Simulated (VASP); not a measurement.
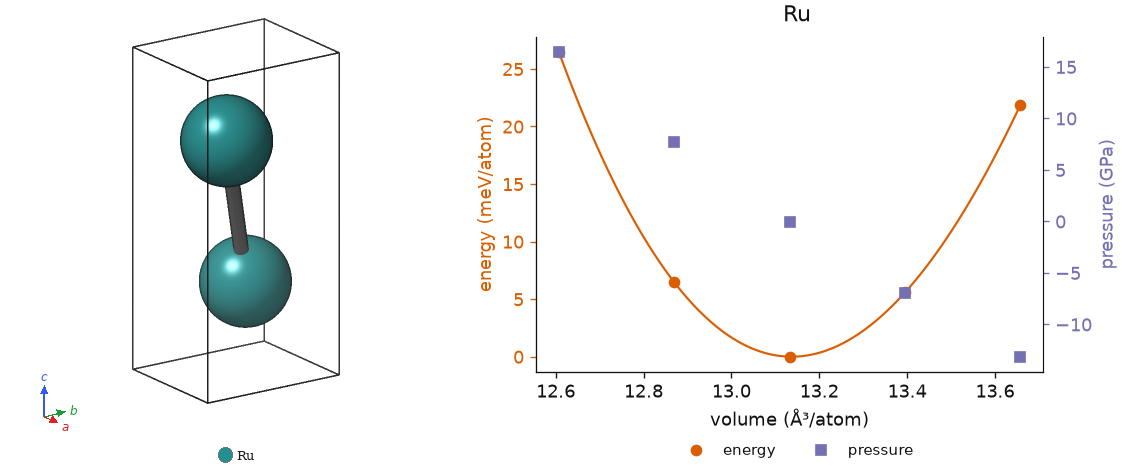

Figure. Energy and pressure against volume for Ru, space group P6_3/mmc (No. 194). The conventional cell is drawn beside the plot.

A third-order Birch–Murnaghan fit gives V0 = 13.14 Å³/atom, B0 = 366 GPa and B′ = 4.9. The energy is 26.46 meV/atom at volume 12.61 Å³/atom and 21.88 meV/atom at 13.66 Å³/atom; the lowest computed point is at volume 13.13 Å³/atom (0.00 meV/atom), and no other minimum shows. The pressure falls from 16.46 GPa at volume 12.61 Å³/atom to −13.14 GPa at 13.66 Å³/atom, and changes sign near 13.13 Å³/atom.

Method: plane-wave DFT, no spin polarisation; energies at scaled volumes of the given cell, shape and fractions fixed, counted from the fit's minimum, third-order Birch-Murnaghan fit (VASP 6.6.1). Level: LDA.

k mesh 10×10×6; occupations Fermi–Dirac; smearing width 0.05 eV; potentials VASP PAW LDA potentials, recommended; wave cutoff 520 eV.

Cell as given: a = 2.684 Å, b = 2.684 Å, c = 4.209 Å, α = 90.00°, β = 90.00°, γ = 120.00°; 2 atoms.

Limits of the calculation: shape and atomic fractions are frozen while scaling, which makes layered, chain and framework solids too stiff.
